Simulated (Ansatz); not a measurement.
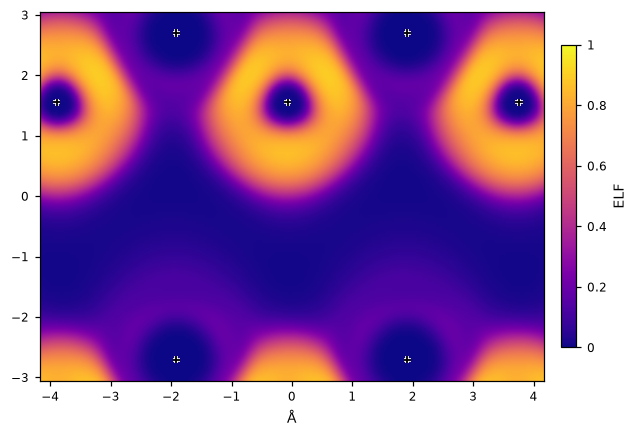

The electron localisation function on a plane through atoms (crosses mark nuclei in the plane).

These are results of DFT r2SCAN, scalar-relativistic, plane waves, PAW in Ansatz, not measurements.

Candidates:
A. ZnS, a = 3.82 Å, b = 3.82 Å, c = 3.82 Å, α = 60.00°, β = 60.00°, γ = 60.00°. Space group P1; changed on purpose from its base cell (atom 2 (S) moved by (-0.200, -0.100) A along x and y); not relaxed (largest force 1.4 eV/Å).
B. Al, a = 3.02 Å, b = 3.02 Å, c = 3.26 Å, α = 90.00°, β = 90.00°, γ = 90.00°. Space group I4/mmm; a structure from a database of computed crystals, not necessarily the ambient phase; changed on purpose from its base cell (strain -0.050 along x and y, +0.025 along z, atoms carried along); computed pressure about 8 GPa in this cell; computed without spin polarisation.

> Which system is this?

Candidate A: ZnS on the (11̄0) plane of the conventional cell, which holds Zn and S. Zn–S (2.17 Å): the ELF peaks at about 0.90 in the valence shell of S, 0.8 Å from its nucleus, and is about 0.60 at the midpoint. Zn–S (2.29 Å): the ELF peaks at about 0.90 in the valence shell of S, 0.8 Å from its nucleus, and is about 0.60 at the midpoint.
